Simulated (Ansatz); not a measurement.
CCl$_{2}$F$_{2}$

Input

```
crystal:
  lattice:
    - [-1.6130838859, 1.6130838859, 5.9603392211]
    - [1.6130838859, -1.6130838859, 5.9603392211]
    - [1.6130838859, 1.6130838859, -5.9603392211]
  atoms:
    - { symbol: C, position: [0.0, 0.0, 0.0] }
    - { symbol: Cl, position: [0.59865071, 0.59865071, 0.0] }
    - { symbol: Cl, position: [0.40134929, 0.40134929, 0.0] }
    - { symbol: F, position: [0.75, 0.25, 0.5] }
    - { symbol: F, position: [0.25, 0.75, 0.5] }
kpoints:
  mp_grid: { grid: [10, 10, 10] }
hamiltonian:
  xc: r2scan
  dispersion: rvv10
scf:
  occupations: { method: fermi_dirac, width: 0.03 }
relax:
  f_tol: 0.01
  cell: {}
  max_steps: 120
output:
  write_density: true
  write_potential: true
  elf: true
  volumetric_format: npy
```

Command:

```sh
ansatz run input.yaml --threads 2 --pin off --max-ram 2211MiB --backend cpu --events-out ev --progress --plain --runs-dir out
```

Below, planes, directions and counts refer to the conventional cell (a = 3.27 Å, b = 3.27 Å, c = 11.97 Å, α = 90.00°, β = 90.00°, γ = 90.00°).

The fields are those of the run's last geometry, not of the input's.

Space group I4/mmm; a structure from a database of computed crystals, not necessarily the ambient phase; started from the CaSi2Ni2-139 prototype, which need not be the ambient phase.

All numbers below come from DFT, r2SCAN+rVV10, plane waves, PAW (Ansatz 0.2.0).

What can the converged valence pseudo-density and electron localisation function tell about the bonding?

Answer. Cl–Cl (2.38 Å): the density is about 0.5 e/Å³ at the midpoint; the ELF peaks at about 0.75 in the valence shell of Cl, 0.7 Å from its nucleus, and drops to about 0.40 between the two atoms.
Cl–F (2.43 Å): the density is about 0.25 e/Å³ at the midpoint; the ELF peaks at about 0.85 in the valence shell of Cl, 0.7 Å from its nucleus, and drops to about 0.10 between the two atoms.

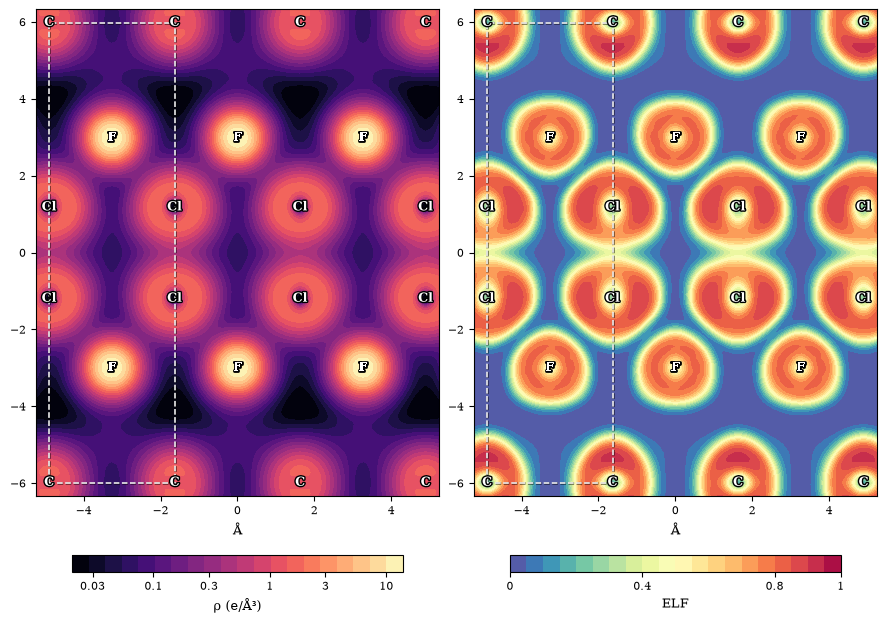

Computed valence pseudo-density and electron localisation function on the (010) plane of the conventional cell, in this order. 

The density is the valence pseudo-density of a PAW calculation; it isn't the true density close to the nuclei.
